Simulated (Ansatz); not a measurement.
**Ti: geometry relaxation (part 2 of 2)**

Ti (P6/mmm, 3 atoms in the cell); DFT, PBE, plane waves, PAW, spin-polarised (Ansatz 0.2.0); cutoff 420 eV, 12×12×14 k-mesh, Gaussian smearing of 0.1 eV, collinear spins. The structure derives from a Materials Project entry. Some settings of this run were made unusual or wrong on purpose.

Geometry of the input (Å; fractional positions):
```
4.5674  0.0000  0.0000
-2.2837  3.9555  0.0000
0.0000  0.0000  2.8262
Ti 0.0000  0.0000  0.0000
Ti 0.3333  0.6667  0.5000
Ti 0.6667  0.3333  0.5000
```

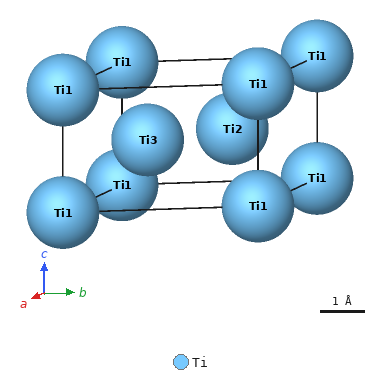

*The geometry at step 1 of the log (spheres-only view of the cell of the calculation, seen slightly off an axis; atoms are numbered from 1 in the order of the input).*

**Output, continued**
```
relax step   2: F+E_penalty+E_count = -7499.02287252 eV  Δ(F+E_penalty+E_count) = -1.850e-4 eV  max|allowed force component| = 2.220e-16 eV/Å  Δτ_max = 0.0000 Å  P = -0.688 GPa  Ω = 51.755 Å³  energy of the carried Pulay correction = -7.227e-5 eV  (11 SCF iters, dr2 threshold 3.00e-7 eV, accepted)
Crystal: 3 atoms, lattice volume = 51.439 Å³
iter 1 solved again at ethr=6.33e-7 eV; its pass at ethr=3.10e-3 eV (dr2=2.28e-4 eV) is discarded
SCF iter   1: F=—  HF=-7499.020083 eV  |F-HF|=—  |Δ(HF+E_count)|=         —  Δρ=2.79e-3 (↑2.79e-3 ↓2.43e-3)  dr2=2.51e-4  dr2_m=3.17e-3  M=0.070 μB ∫|m|=0.070 μB  β_m=0.65  ethr=6.33e-7  ⟨swp⟩=2.1  Hψ=59376  notcnv=0
preconditioner: auto → none  [metal: Δε(μ)=0.003 eV  Ē_g=12.404 eV  σ=0.100 eV  W_gap=0.02  n_scr=6 (ndim 8)  ℏωp=17.9 eV  f_vac=0.000  D(μ)=2.67/eV (n_scr^D=26)]
SCF iter   2: F=—  HF=-7499.022603 eV  |F-HF|=—  |Δ(HF+E_count)|=   2.52e-3  Δρ=1.54e-3 (↑1.37e-3 ↓1.54e-3)  dr2=6.33e-5  dr2_m=9.87e-4  M=0.032 μB ∫|m|=0.032 μB  β_m=0.65  ethr=6.33e-7  ⟨swp⟩=2.0  Hψ=19477  notcnv=0
SCF iter   3: F=—  HF=-7499.023609 eV  |F-HF|=—  |Δ(HF+E_count)|=         —  Δρ=5.00e-4 (↑5.00e-4 ↓3.91e-4)  dr2=1.76e-5  dr2_m=8.73e-5  M=0.007 μB ∫|m|=0.009 μB  β_m=0.65  ethr=1.76e-7  ⟨swp⟩=2.4  Hψ=19574  notcnv=0
Mixer restart at iter 3: flushing history
SCF iter   4: F=—  HF=-7499.023611 eV  |F-HF|=—  |Δ(HF+E_count)|=   1.85e-6  Δρ=2.45e-4 (↑1.56e-4 ↓2.45e-4)  dr2=9.57e-6  dr2_m=1.80e-5  M=0.004 μB ∫|m|=0.007 μB  β_m=0.78  ethr=4.88e-8  ⟨swp⟩=2.0  Hψ=19340  notcnv=0
SCF iter   5: F=—  HF=-7499.023629 eV  |F-HF|=—  |Δ(HF+E_count)|=   1.85e-5  Δρ=9.64e-5 (↑9.64e-5 ↓6.11e-5)  dr2=2.86e-6  dr2_m=2.24e-6  M=0.002 μB ∫|m|=0.005 μB  β_m=0.80  ethr=2.66e-8  ⟨swp⟩=2.0  Hψ=19192  notcnv=0
SCF iter   6: F=—  HF=-7499.023633 eV  |F-HF|=—  |Δ(HF+E_count)|=   3.26e-6  Δρ=3.99e-5 (↑1.41e-5 ↓3.99e-5)  dr2=9.29e-7  dr2_m=2.82e-7  M=0.001 μB ∫|m|=0.003 μB  β_m=0.76  ethr=7.94e-9  ⟨swp⟩=2.4  Hψ=19216  notcnv=0
SCF iter   7: F=—  HF=-7499.023633 eV  |F-HF|=—  |Δ(HF+E_count)|=   6.37e-7  Δρ=2.20e-5 (↑2.20e-5 ↓1.93e-5)  dr2=1.38e-7  dr2_m=1.73e-7  M=0.000 μB ∫|m|=0.003 μB  β_m=0.88  ethr=2.58e-9  ⟨swp⟩=2.4  Hψ=19521  notcnv=0
SCF iter   8: F=—  HF=-7499.023634 eV  |F-HF|=—  |Δ(HF+E_count)|=   4.69e-7  Δρ=7.18e-6 (↑6.26e-6 ↓7.18e-6)  dr2=3.23e-8  dr2_m=1.49e-8  M=-0.000 μB ∫|m|=0.001 μB  β_m=0.94  ethr=3.84e-10  ⟨swp⟩=2.0  Hψ=19609  notcnv=0
iter 9 did not close the SCF: its close was put off for a magnetic moment that had not settled (scf_convergence_deferred on its scf_iter line)
SCF iter   9: F=-7499.023634 eV  HF=-7499.023634 eV  |F-HF|=4.66e-8  |Δ(HF+E_count)|=   1.27e-7  Δρ=5.22e-6 (↑5.22e-6 ↓3.98e-6)  dr2=5.72e-8  dr2_m=1.31e-9  M=0.000 μB ∫|m|=0.000 μB  β_m=0.88  ethr=8.98e-11  ⟨swp⟩=1.8  Hψ=33803  notcnv=0
iter 10 did not close the SCF: its close was put off for a magnetic moment that had not settled (scf_convergence_deferred on its scf_iter line)
SCF iter  10: F=-7499.023634 eV  HF=-7499.023634 eV  |F-HF|=1.68e-8  |Δ(HF+E_count)|=   5.48e-9  Δρ=2.81e-6 (↑2.81e-6 ↓1.96e-6)  dr2=1.89e-8  dr2_m=2.08e-10  M=0.000 μB ∫|m|=0.000 μB  β_m=0.94  ethr=8.98e-11  ⟨swp⟩=1.3  Hψ=30534  notcnv=0
SCF iter  11: F=-7499.023634 eV  HF=-7499.023634 eV  |F-HF|=4.95e-9  |Δ(HF+E_count)|=   1.05e-9  Δρ=1.29e-6 (↑1.06e-6 ↓1.29e-6)  dr2=5.50e-9  dr2_m=1.78e-11  M=0.000 μB ∫|m|=0.000 μB  ethr=5.24e-11  ⟨swp⟩=1.0  Hψ=29185  notcnv=0
the starting moments were not kept: the SCF closed with an absolute magnetisation of 3.9e-5 μB, where they sum to 40 μB in size (3 sites). That is at most 0.1 of that sum. Measured as dr2_m measures the in/out step, that magnetisation stands 2.2e-10 eV from none, at or under the dr2_threshold of 3.0e-7 eV: it is no larger than a step whose dr2_m would equal this threshold.
SCF 3 converged in 11 iterations: F = -7499.023634 eV  dr2 = 5.50e-9
relax step   3: F+E_penalty+E_count = -7499.02363391 eV  Δ(F+E_penalty+E_count) = -7.614e-4 eV  max|allowed force component| = 2.467e-16 eV/Å  Δτ_max = 0.0000 Å  P = -0.005 GPa  Ω = 51.439 Å³  energy of the carried Pulay correction = -3.987e-5 eV  (11 SCF iters, dr2 threshold 3.00e-7 eV, accepted)
Initial wavefunctions: pseudopotential atomic-orbital guess (no wavefunctions were taken with the density)
iter 1 solved again at ethr=9.63e-9 eV; its pass at ethr=3.10e-3 eV (dr2=3.47e-6 eV) is discarded
SCF iter   1: F=—  HF=-7499.023655 eV  |F-HF|=—  |Δ(HF+E_count)|=         —  Δρ=5.78e-5 (↑5.78e-5 ↓5.78e-5)  dr2=1.45e-7  dr2_m=4.11e-11  M=0.000 μB ∫|m|=0.000 μB  β_m=0.65  ethr=9.63e-9  ⟨swp⟩=3.0  Hψ=98875  notcnv=0
preconditioner: auto → none  [metal: Δε(μ)=0.009 eV  Ē_g=12.404 eV  σ=0.100 eV  W_gap=0.05  n_scr=6 (ndim 8)  ℏωp=17.9 eV  f_vac=0.000  D(μ)=2.68/eV (n_scr^D=26)]
SCF iter   2: F=—  HF=-7499.023669 eV  |F-HF|=—  |Δ(HF+E_count)|=   1.42e-5  Δρ=2.02e-5 (↑2.02e-5 ↓2.02e-5)  dr2=1.79e-8  dr2_m=2.09e-11  M=0.000 μB ∫|m|=0.000 μB  β_m=0.64  ethr=4.01e-10  ⟨swp⟩=1.0  Hψ=13984  notcnv=0
SCF iter   3: F=—  HF=-7499.023671 eV  |F-HF|=—  |Δ(HF+E_count)|=   1.98e-6  Δρ=5.34e-7 (↑4.78e-7 ↓5.34e-7)  dr2=3.33e-10  dr2_m=9.18e-12  M=-0.000 μB ∫|m|=0.000 μB  β_m=0.55  ethr=4.96e-11  ⟨swp⟩=1.0  Hψ=13984  notcnv=0
SCF iter   4: F=—  HF=-7499.023671 eV  |F-HF|=—  |Δ(HF+E_count)|=   6.04e-8  Δρ=1.93e-7 (↑1.85e-7 ↓1.93e-7)  dr2=3.43e-11  dr2_m=8.47e-12  M=-0.000 μB ∫|m|=0.000 μB  β_m=0.78  ethr=1.00e-12  ⟨swp⟩=2.8  Hψ=19037  notcnv=0
SCF iter   5: F=—  HF=-7499.023671 eV  |F-HF|=—  |Δ(HF+E_count)|=  2.56e-10  Δρ=1.42e-7 (↑4.22e-8 ↓1.42e-7)  dr2=1.92e-11  dr2_m=2.34e-12  M=-0.000 μB ∫|m|=0.000 μB  β_m=0.71  ethr=1.00e-12  ⟨swp⟩=1.0  Hψ=13984  notcnv=0
SCF iter   6: F=-7499.023671 eV  HF=-7499.023671 eV  |F-HF|=2.73e-12  |Δ(HF+E_count)|=  3.09e-11  Δρ=4.58e-8 (↑4.58e-8 ↓3.05e-8)  dr2=2.03e-12  dr2_m=2.35e-13  M=-0.000 μB ∫|m|=0.000 μB  ethr=1.00e-12  ⟨swp⟩=3.2  Hψ=40562  notcnv=0
the starting moments were not kept: the SCF closed with an absolute magnetisation of 6.9e-6 μB, where they sum to 40 μB in size (3 sites). That is at most 0.1 of that sum. Measured as dr2_m measures the in/out step, that magnetisation stands 7.0e-12 eV from none, at or under the dr2_threshold of 3.0e-11 eV: it is no larger than a step whose dr2_m would equal this threshold.
SCF 4 converged in 6 iterations: F = -7499.023671 eV  dr2 = 2.03e-12
relax step   4: F+E_penalty+E_count = -7499.02367078 eV  Δ(F+E_penalty+E_count) = -3.687e-5 eV  max|allowed force component| = 2.961e-16 eV/Å  Δτ_max = 0.0000 Å  P = -0.007 GPa  Ω = 51.439 Å³  stress off target by 3.80e-2 GPa  SCF on the basis re-selected at this cell (its energy is not comparable with the rows above)  (6 SCF iters)
basis re-selected at this cell: Δ(F+E_penalty+E_count) = -3.687e-5 eV, ΔP = -0.001 GPa vs the last step (what re-selecting the basis moved, of the pressure what is left beyond the Pulay correction that the steps carried, after the strain that the cell walked since its last selection, with what the two solves' SCF thresholds leave and, on support functions, any second-order correction that the steps lacked; it is no measure of the basis error at this ecutwfc). This SCF's stress stands 3.80e-2 GPa from its target on what of the cell is left free (relax.cell.stress_tol is 5.00e-2 GPa) and its largest allowed force component is 2.96e-16 eV/Å (relax.f_tol is 5.00e-3 eV/Å): within both
SCF converged after 6 iterations
Magnetization: -0.0000 μB (18.0000 up, 18.0000 down)
Absolute magnetization: 0.0000 μB (∫|ρ↑−ρ↓|, with the PAW one-centre terms)
Spin contamination: 0.0000 ħ² per cell (⟨S²⟩ above its minimum at these occupations)
Per-site moments (μB) at R_I (Å): [(2.457383223839583e-6, 1.1682711017629064), (-1.524023549742205e-6, 1.0906483618304268), (-1.5240235496169745e-6, 1.0906483618304268)]
Free energy (F): -7499.023671 eV
Harris-Foulkes:  -7499.023671 eV  (|F-HF|=2.73e-12)
Internal energy: -7499.010259 eV  (E = F + TS)
E sigma→0 (E₀):  -7499.016965 eV
Entropy (-TS):   -0.013412 eV (-4.471 meV/atom)
Fermi energy:    13.464184 eV
--- Per-component energies (eV) ---
  E_band       = -466.328787
  E_kinetic    = 817.946619
  E_local      = -2426.921722  (includes V_loc(G=0)·N_el)
  E_nonlocal   = 24.467120
  E_hartree    = 998.724033
  E_xc         = -292.673190
  E_vxc        = -366.186803  (∫ρ·V_xc dr)
  E_paw        = -3143.018854  (= ΣΔE_a)
  E_vpaw       = -513.082491  (= ΣTr[D̂ρ^β])
  E_aug_tail   = 0.000368  (compensation charges beyond the density's cutoff)
  E_ewald      = -3477.534633
  E_smearing   = -0.013412  (= −TS)
  E_closure    = 0.000000  (closes the sum)
  Σ components = -7499.023671   (vs F -7499.023671, Δ=0.00e0)
--- Forces (eV/Å), atoms counted from 1 ---
  atom   1  Ti     0.00000000     0.00000000     0.00000000
  atom   2  Ti     0.00000000     0.00000000     0.00000000
  atom   3  Ti    -0.00000000    -0.00000000    -0.00000000
  max |Σ_I F_I| component: 1.04e-30 eV/Å
--- Stress (GPa, compression-positive) ---
        0.009172       0.000000      -0.000000
        0.000000       0.009172       0.000000
       -0.000000       0.000000      -0.038017
  P = ⅓ Tr σ = -0.0066 GPa (-0.066 kbar)
--- Band table (eV; the first three rows and the last of 304) ---
  k-point 0 ↑: bands = ["-43.3855", "-43.1208", "-42.9567", "-19.7125", "-19.7125", "-19.6017", "-19.6017", "-19.3276", "-19.1265", "-19.0442", "-19.0115", "-19.0115", "7.3868", "11.5280", "12.7562", "12.7562", "12.8485", "12.8485", "13.4442", "14.1466", "14.7577", "14.7577", "15.2787", "15.2787", "15.3815", "15.3815", "17.2039", "17.2039", "21.1995", "21.1995", "21.3804", "21.3804", "22.6088", "22.8673", "26.0847", "30.9079", "31.6171", "31.6171", "32.7603", "32.8830", "32.8830", "36.9026", "36.9026", "36.9751", "36.9751", "39.0034"]
  k-point 1 ↑: bands = ["-43.3822", "-43.1186", "-42.9541", "-19.7078", "-19.7078", "-19.5987", "-19.5987", "-19.3484", "-19.1518", "-19.0653", "-19.0118", "-19.0118", "7.5027", "11.6184", "12.6804", "12.6804", "12.7930", "12.7930", "13.5961", "14.2446", "14.7167", "14.7167", "15.2610", "15.2610", "15.4669", "15.4669", "17.1523", "17.1523", "21.2825", "21.2825", "21.4858", "21.4858", "22.6184", "22.8640", "25.4552", "31.0006", "31.4894", "31.4894", "32.3031", "32.3031", "33.5399", "36.7595", "36.7595", "37.6884", "37.6884", "38.5494"]
  k-point 2 ↑: bands = ["-43.3729", "-43.1126", "-42.9468", "-19.6943", "-19.6943", "-19.5902", "-19.5902", "-19.4065", "-19.2224", "-19.1242", "-19.0128", "-19.0128", "7.8411", "11.8617", "12.4718", "12.4718", "12.6417", "12.6417", "14.0396", "14.5359", "14.6574", "14.6574", "15.1966", "15.1966", "15.6549", "15.6549", "17.0377", "17.0377", "21.5119", "21.5119", "21.7763", "21.7763", "22.6511", "22.8465", "24.1057", "31.0267", "31.0267", "31.1535", "31.1535", "31.2782", "35.2606", "36.4669", "36.8468", "36.8468", "37.5375", "38.9364"]
  k-point 151 ↓: bands = ["-43.3176", "-42.9914", "-42.9914", "-19.8577", "-19.7118", "-19.7118", "-19.4781", "-19.4477", "-19.4477", "-19.2834", "-19.2834", "-18.9479", "10.8420", "12.0437", "12.0437", "12.3585", "12.3585", "12.5157", "14.1245", "14.1245", "14.2496", "14.2496", "15.5909", "16.2306", "16.7403", "17.3299", "17.4452", "17.4452", "18.9535", "18.9535", "21.4801", "21.4801", "21.9000", "26.9236", "27.3850", "27.3850", "27.4588", "28.4609", "28.4609", "33.4396", "33.4396", "34.8357", "35.4113", "35.4113", "36.4117", "37.2540"]
--- Relaxed structure (3 steps of the walk, 3 accepted, 1 SCFs on fresh bases) ---
  F+E_penalty+E_count = -7499.02367078 eV   max|allowed force component| = 2.961e-16 eV/Å   (the final SCF, on the basis selected at the relaxed cell)
  cell:  # Å, volume = 51.4391 Å³
    - [4.579535456683791, 0.0, 0.0]
    - [-2.2897677283418956, 3.965994043019734, 0.0]
    - [0.0, 0.0, 2.832172367910076]
  atoms:
    - { symbol: Ti, position: [2.3781604174851817e-36, -2.569770266583061e-35, 0.0] }
    - { symbol: Ti, position: [0.33333333333333326, 0.6666666666666665, 0.5] }
    - { symbol: Ti, position: [0.6666666666666666, 0.33333333333333326, 0.5] }
```

**Trajectory as extended XYZ (Å, eV, eV/Å), 4 frames, from step=1 to step=4**
```
3
Lattice="4.5674 0.0000 0.0000 -2.2837 3.9555 0.0000 0.0000 0.0000 2.8262" Properties=species:S:1:pos:R:3:forces:R:3 step=1 energy=-7499.02269 pressure_GPa=0.83
Ti    0.0000    0.0000    0.0000    0.0000   0.0000   0.0000
Ti    0.0000    2.6370    1.4131    0.0000   0.0000   0.0000
Ti    2.2837    1.3185    1.4131    0.0000   0.0000   0.0000
3
Lattice="4.5871 0.0000 0.0000 -2.2936 3.9726 0.0000 0.0000 0.0000 2.8401" Properties=species:S:1:pos:R:3:forces:R:3 step=2 energy=-7499.02287 pressure_GPa=-0.69
Ti    0.0000    0.0000    0.0000    0.0000   0.0000   0.0000
Ti    0.0000    2.6484    1.4201    0.0000   0.0000   0.0000
Ti    2.2936    1.3242    1.4201    0.0000   0.0000   0.0000
3
Lattice="4.5795 0.0000 0.0000 -2.2898 3.9660 0.0000 0.0000 0.0000 2.8322" Properties=species:S:1:pos:R:3:forces:R:3 step=3 energy=-7499.02363 pressure_GPa=-0.01
Ti    0.0000    0.0000    0.0000    0.0000   0.0000   0.0000
Ti    0.0000    2.6440    1.4161    0.0000   0.0000   0.0000
Ti    2.2898    1.3220    1.4161    0.0000   0.0000   0.0000
3
Lattice="4.5795 0.0000 0.0000 -2.2898 3.9660 0.0000 0.0000 0.0000 2.8322" Properties=species:S:1:pos:R:3:forces:R:3 step=4 energy=-7499.02367 pressure_GPa=-0.01
Ti    0.0000    0.0000    0.0000    0.0000   0.0000   0.0000
Ti    0.0000    2.6440    1.4161    0.0000   0.0000   0.0000
Ti    2.2898    1.3220    1.4161    0.0000   0.0000   0.0000
```

**Outcome**

- outcome: converged
- space group (tolerance 0.01 Å): P6/mmm (191)
- electrons treated: 36
- free energy: −7499.0237 eV
- Fermi energy: 13.464 eV
- gap on the k-point mesh: none (metallic)
- net moment of the cell: 0.00 μB
- integrated absolute moment: 0.00 μB
- pressure: −0.01 GPa
- final volume: 51.44 Å³
- largest force (length of the vector) at the end: under 0.001 eV/Å
- final cell: a = 4.580 Å, b = 4.580 Å, c = 2.832 Å, α = 90.00°, β = 90.00°, γ = 120.00°
- hardware: 4 threads of INTEL XEON PLATINUM @ 2.30GHz (Emerald Rapids), 24 GiB of memory available, shared host
- wall time: 32 s (CPU time 1.9 min)
- peak memory: 0.8 GiB

A setting was made wrong on purpose: an impossible spin (`magnetization`). It did no harm here: the run converged to the energy of the sound run within 1 meV per atom. The program warns: some starting moments were not kept.
